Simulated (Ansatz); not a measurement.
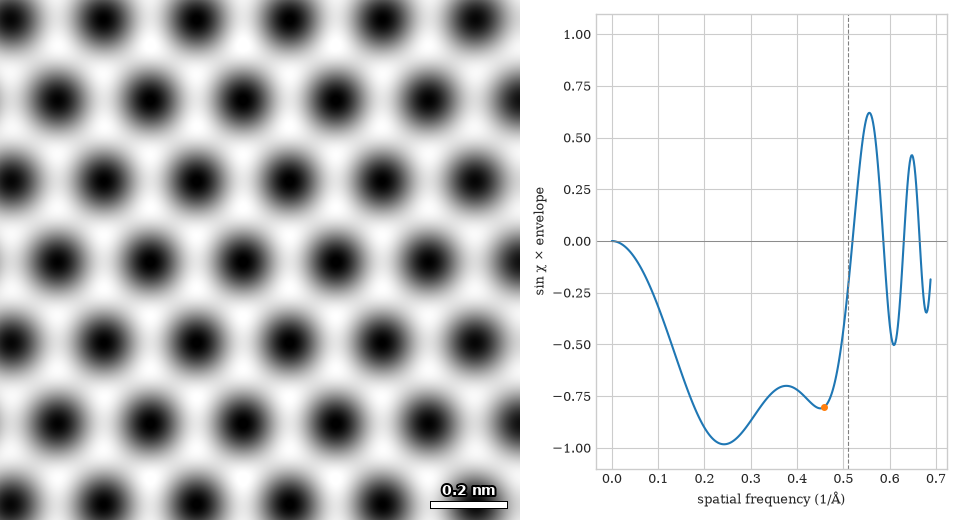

HRTEM-like image of Al (Fd-3m, No. 227) along [111]. Simulated in the weak-phase-object approximation with neutral-atom potentials: 200 kV, Cs = 0.50 mm, defocus −425 Å (negative is underfocus), defocus spread 40 Å, aperture 0.51 1/Å. Model: the geometry given to an electronic-structure calculation, possibly off equilibrium; the starting structure was generated, so it need not be a known form of this composition.

The plot gives the contrast transfer function, the aperture (dashed) and the crystal's spatial frequencies that carry visible contrast (dots).

### What point resolution do these settings give, and which lattice spacings pass?

About 2.0 Å (0.66 |Cs|^(1/4) λ^(3/4) with λ = 0.0251 Å). The spacings that carry visible contrast are {220} at 2.18 Å.

### Do the atom columns appear dark or bright, and why?

Dark. With positive Cs and underfocus sin χ is negative over the pass band, so the strongest columns (Al) come out darker than the background.
